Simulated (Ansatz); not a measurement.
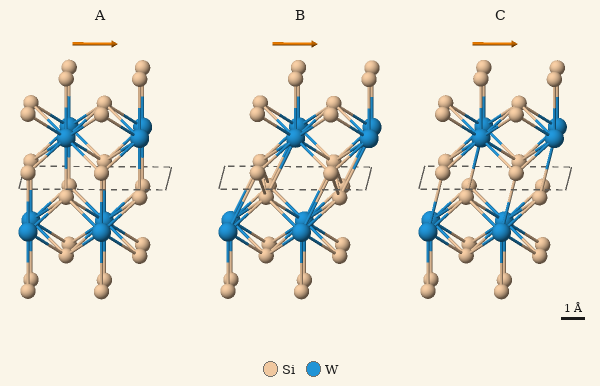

A scan of crystalline Si$_{2}$W (I4/mmm): the crystal above a cut along the (0 0 1) plane of the conventional cell (between a plane of Si below and one of Si above, 1.33 Å apart) is slid rigidly by fractions of an in-plane lattice vector 3.23 Å long (a generalised stacking fault). One cut stands in each cell, which starts 15.7 Å high; nothing is relaxed, and the dashed outline marks the cut, the arrow on top the direction of slip. Style: ball-and-stick. Shown: the layers on both sides of the cut, from the side, nearly along the cut plane.

Method: DFT PBE, scalar-relativistic, plane waves, PAW in Ansatz 0.2.0. Settings: plane-wave cutoff 420 eV; k-point mesh 14 × 14 × 3; occupations gaussian; smearing width 0.15 eV; no spin polarisation. Energies (free energies at the smearing named) are counted from the relaxed crystal.

> Rank the frames from lowest to highest energy.

Lowest first: A (the slip 0.00, 0 mJ/m²), C (the slip 0.20, 1591 mJ/m²), B (the slip 0.40, 4751 mJ/m²). Over the whole scan: the curve starts and ends at zero, since a full lattice vector restores the crystal. Its highest computed point is 4751 mJ/m² at slip 0.40 and 0.60. The points are too sparse to place its extrema closely. Relaxation across the fault would lower the values.
